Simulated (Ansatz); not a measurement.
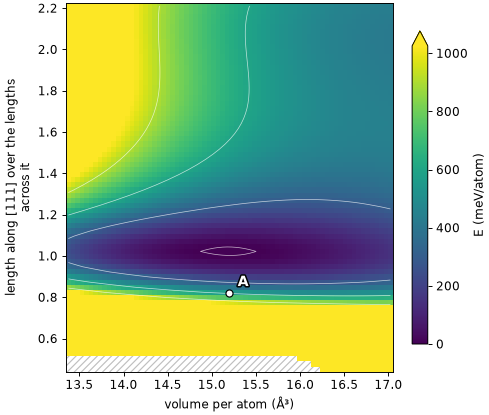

Pt (Im-3m, No. 229; 1 atom in the cell). 
- The energy is mapped over volume and the cell's shape.
- The first coordinate is: volume per atom; the second: length along [111] over the lengths across it, relative to the cubic cell.
- Nothing is relaxed (symmetry fixes all fractional coordinates).
- Grid: 7 × 9 points. At 5 points there is no value (left out of the scan, as a rule where atoms come close).
- Points are written as (first, second).
- Energies: meV/atom, counted from the lowest grid point.
- Theory: Ansatz, DFT PBEsol, scalar-relativistic, plane waves, PAW. Settings: cutoff 420 eV, k-mesh 22×22×22, gaussian smearing 0.15 eV, no spin polarisation.

In the figure: a smooth colour map with a few white contour lines, one colour for all values above the top of the scale, hatched blanks where no value was computed, the point A. Between grid points the surface is interpolated.

Q: Which way does the force act at A, and how strong is it?

A: A, at (15.20 Å³, 0.820), is not a stationary point. The computed force is 129 meV/atom for each Å³ towards larger values of volume per atom and 7800 meV/atom for each unit towards larger values of the second coordinate.

PAW datasets: the set soft_1.
